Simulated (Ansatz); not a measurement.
## From Ti to Hf

System: Ti (Im-3m, 1 atom in the cell).
Method of run A: DFT PBE, scalar-relativistic, plane waves, PAW, no spin polarisation (Ansatz 0.2.0).
System of run B: Hf (Im-3m, 1 atom in the cell).

On run A: The structure derives from an entry of the Crystallography Open Database. On run B: The structure was made by swapping elements on the sites of another compound; it need not be a known phase. It belongs to a series of runs on one base structure; here: Ti -> Hf on all its sites, cell and atoms relaxed. Text and figures count atoms from 1; the logs count them from 0 in places.

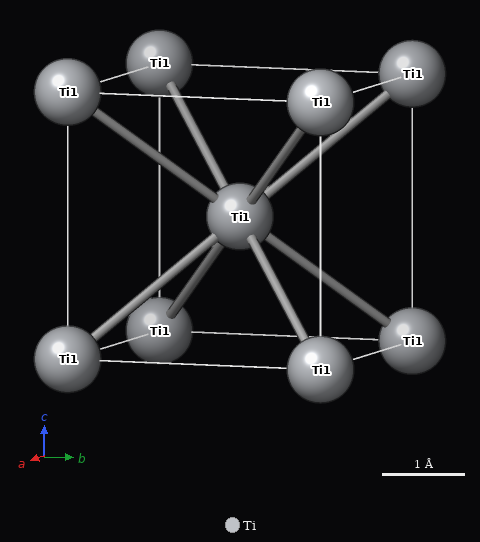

Fig. 1: The structure as given in the input (ball-and-stick view of the cell 2 times as large as that of the calculation, set on its symmetry axes, seen slightly off an axis; atoms are numbered from 1 in the order of the input).

## The input, run A
```yaml
crystal:
  lattice:
    - [-1.641, 1.641, 1.641]
    - [1.641, -1.641, 1.641]
    - [1.641, 1.641, -1.641]
  atoms:
    - { symbol: Ti, position: [0.0, 0.0, 0.0] }
basis:
  ecutwfc: 420
kpoints:
  mp_grid: { grid: [8, 8, 8] }
hamiltonian:
  xc: pbe
scf:
  occupations: { method: gaussian, width: 0.1 }
output:
  forces: true
  stress: true
  eigenvalues: true
```

Command:
```bash
ansatz run input.yaml --threads 1 --pin off --max-ram 2560MiB --backend cpu --events-out ev --progress --plain --runs-dir out
```

Hardware: 1 thread of Arm Neoverse V2, 24 GiB of memory available, shared host.

## Output, shortened to warnings, some set-up lines, iterations and results (run A)
```
Basis set: ecut = 420 eV, 369 PW (Γ), exchange–correlation on 40×40×40 points (8 copies of the dense FFT grid, shifted against one another)
Symmetry: 48 space group operations
k-points: 29 of 512
Initial density: superposition of atomic densities (neutral atoms: chi_scale 0, normalization atom), corrected by the library's trained network
[...]
SCF iter   1: F=—  HF=-2499.560413 eV  |F-HF|=—  |Δ(HF+E_count)|=         —  Δρ=2.65e-3  dr2=1.26e-3  ethr=1.77e-3  ⟨swp⟩=4.4  Hψ=1529  notcnv=0
SCF iter   2: F=—  HF=-2499.560005 eV  |F-HF|=—  |Δ(HF+E_count)|=   4.08e-4  Δρ=1.32e-3  dr2=1.51e-4  ethr=1.05e-5  ⟨swp⟩=1.9  Hψ=654  notcnv=0
SCF iter   3: F=—  HF=-2499.559975 eV  |F-HF|=—  |Δ(HF+E_count)|=   2.98e-5  Δρ=5.16e-4  dr2=1.70e-5  ethr=1.26e-6  ⟨swp⟩=2.2  Hψ=430  notcnv=0
SCF iter   4: F=—  HF=-2499.559990 eV  |F-HF|=—  |Δ(HF+E_count)|=   1.55e-5  Δρ=8.75e-5  dr2=6.24e-7  ethr=1.41e-7  ⟨swp⟩=2.0  Hψ=436  notcnv=0
SCF iter   5: F=-2499.559991 eV  HF=-2499.559991 eV  |F-HF|=6.15e-9  |Δ(HF+E_count)|=   5.14e-7  Δρ=8.73e-6  dr2=1.12e-8  ethr=5.20e-9  ⟨swp⟩=2.0  Hψ=346  notcnv=0
SCF iter   6: F=-2499.559991 eV  HF=-2499.559991 eV  |F-HF|=3.29e-10  |Δ(HF+E_count)|=  5.32e-10  Δρ=1.55e-6  dr2=4.49e-10  ethr=9.34e-11  ⟨swp⟩=2.2  Hψ=909  notcnv=0
SCF 1 converged in 6 iterations: F = -2499.559991 eV  dr2 = 4.49e-10
SCF converged after 6 iterations
Free energy (F): -2499.559991 eV
Harris-Foulkes:  -2499.559991 eV  (|F-HF|=3.29e-10)
Internal energy: -2499.548112 eV  (E = F + TS)
E sigma→0 (E₀):  -2499.554052 eV
Entropy (-TS):   -0.011879 eV (-11.879 meV/atom)
Fermi energy:    12.859979 eV
--- Per-component energies (eV) ---
  E_band       = -160.116253
  E_kinetic    = 272.206835
  E_local      = -823.149139  (includes V_loc(G=0)·N_el)
  E_nonlocal   = 8.402346
  E_hartree    = 337.597610
  E_xc         = -97.262236
  E_vxc        = -121.663324  (∫ρ·V_xc dr)
  E_paw        = -1047.720146  (= ΣΔE_a)
  E_vpaw       = -171.109080  (= ΣTr[D̂ρ^β])
  E_aug_tail   = 0.000122  (compensation charges beyond the density's cutoff)
  E_ewald      = -1149.623506
  E_smearing   = -0.011879  (= −TS)
  E_closure    = -0.000000  (closes the sum)
  Σ components = -2499.559991   (vs F -2499.559991, Δ=0.00e0)
--- Forces (eV/Å), atoms counted from 1 ---
  atom   1  Ti    -0.00000000     0.00000000     0.00000000
  max |Σ_I F_I| component: 2.93e-32 eV/Å
--- Stress (GPa, compression-positive) ---
       -2.687842      -0.000000       0.000000
       -0.000000      -2.687842      -0.000000
       -0.000000      -0.000000      -2.687842
  P = ⅓ Tr σ = -2.6878 GPa (-26.878 kbar)
```

For run B the input was changed thus:
```diff
-    - [-1.641, 1.641, 1.641]
-    - [1.641, -1.641, 1.641]
-    - [1.641, 1.641, -1.641]
+    - [-1.7325072278, 1.7325072278, 1.7325072278]
+    - [1.7325072278, -1.7325072278, 1.7325072278]
+    - [1.7325072278, 1.7325072278, -1.7325072278]
-    - { symbol: Ti, position: [0.0, 0.0, 0.0] }
+    - { symbol: Hf, position: [0.0, 0.0, 0.0] }
```

How does run B compare with run A?

The total energies belong to different systems, so their difference says nothing on which is more stable or more accurate. The pressure goes from −2.69 to 7.98 GPa. The volume per atom goes from 17.68 to 20.80 Å³. The number of SCF iterations is the same. The plane waves at Γ go from 369 to 381.

## Output, shortened to warnings, some set-up lines, iterations and results (run B)
```
Basis set: ecut = 420 eV, 381 PW (Γ), exchange–correlation on 48×48×48 points (8 copies of the dense FFT grid, shifted against one another)
Symmetry: 48 space group operations
k-points: 29 of 512
Initial density: superposition of atomic densities (neutral atoms: chi_scale 0, normalization atom), corrected by the library's trained network
[...]
SCF iter   1: F=—  HF=-15721.160150 eV  |F-HF|=—  |Δ(HF+E_count)|=         —  Δρ=2.53e-3  dr2=5.80e-4  ethr=1.77e-3  ⟨swp⟩=5.1  Hψ=2128  notcnv=0
SCF iter   2: F=—  HF=-15721.159678 eV  |F-HF|=—  |Δ(HF+E_count)|=   4.72e-4  Δρ=1.31e-3  dr2=1.49e-4  ethr=2.23e-6  ⟨swp⟩=2.5  Hψ=1097  notcnv=0
SCF iter   3: F=—  HF=-15721.159611 eV  |F-HF|=—  |Δ(HF+E_count)|=   6.69e-5  Δρ=3.77e-4  dr2=2.08e-5  ethr=5.74e-7  ⟨swp⟩=2.1  Hψ=802  notcnv=0
SCF iter   4: F=—  HF=-15721.159591 eV  |F-HF|=—  |Δ(HF+E_count)|=   1.94e-5  Δρ=1.20e-4  dr2=1.75e-6  ethr=8.01e-8  ⟨swp⟩=2.0  Hψ=864  notcnv=0
SCF iter   5: F=—  HF=-15721.159594 eV  |F-HF|=—  |Δ(HF+E_count)|=   2.65e-6  Δρ=4.55e-5  dr2=2.04e-7  ethr=6.73e-9  ⟨swp⟩=2.1  Hψ=887  notcnv=0
SCF iter   6: F=-15721.159594 eV  HF=-15721.159594 eV  |F-HF|=2.62e-8  |Δ(HF+E_count)|=   1.74e-7  Δρ=1.76e-5  dr2=4.70e-8  ethr=3.85e-10  ⟨swp⟩=6.0  Hψ=2148  notcnv=0
SCF 1 converged in 6 iterations: F = -15721.159594 eV  dr2 = 4.70e-8
SCF converged after 6 iterations
Free energy (F): -15721.159594 eV
Harris-Foulkes:  -15721.159594 eV  (|F-HF|=2.62e-8)
Internal energy: -15721.150050 eV  (E = F + TS)
E sigma→0 (E₀):  -15721.154822 eV
Entropy (-TS):   -0.009544 eV (-9.544 meV/atom)
Fermi energy:    21.160053 eV
--- Per-component energies (eV) ---
  E_band       = 82.964523
  E_kinetic    = 427.561895
  E_local      = -4873.035657  (includes V_loc(G=0)·N_el)
  E_nonlocal   = -1244.103801
  E_hartree    = 2309.818363
  E_xc         = -301.183592
  E_vxc        = -267.650071  (∫ρ·V_xc dr)
  E_paw        = -6928.413008  (= ΣΔE_a)
  E_vpaw       = 1420.571289  (= ΣTr[D̂ρ^β])
  E_aug_tail   = -0.000001  (compensation charges beyond the density's cutoff)
  E_ewald      = -5111.794248
  E_smearing   = -0.009544  (= −TS)
  E_closure    = 0.000000  (closes the sum)
  Σ components = -15721.159594   (vs F -15721.159594, Δ=0.00e0)
--- Forces (eV/Å), atoms counted from 1 ---
  atom   1  Hf     0.00000000     0.00000000    -0.00000000
  max |Σ_I F_I| component: 8.38e-31 eV/Å
--- Stress (GPa, compression-positive) ---
        7.983279      -0.000000       0.000000
        0.000000       7.983279       0.000000
        0.000000       0.000000       7.983279
  P = ⅓ Tr σ = 7.9833 GPa (79.833 kbar)
```

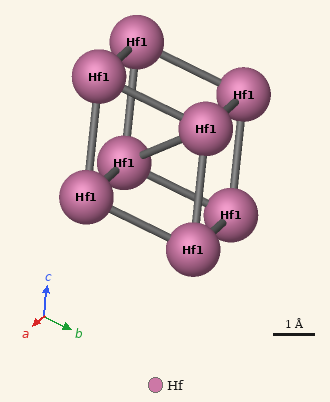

Fig. 2: The input structure of run B (ball-and-stick view of the cell of the calculation, seen slightly off an axis; atoms are numbered from 1 in the order of the input).

## The two runs side by side

```csv
quantity,run A,run B
outcome,converged,converged
free energy per atom (eV),−2499.5600,−15721.1596
"energy per atom, smearing taken to zero (eV)",−2499.5541,−15721.1548
gap on the mesh (eV),0.00,0.00
pressure (GPa),−2.69,7.98
volume per atom (Å³),17.68,20.80
largest force (eV/Å),0.000,0.000
SCF iterations,6,6
irreducible k-points,29,29
plane waves at Γ,369,381
```

For run B: Spin–orbit coupling is left out, which matters for Hf. The cell is under a pressure of 8.0 GPa at this level, so it is not at its equilibrium volume.
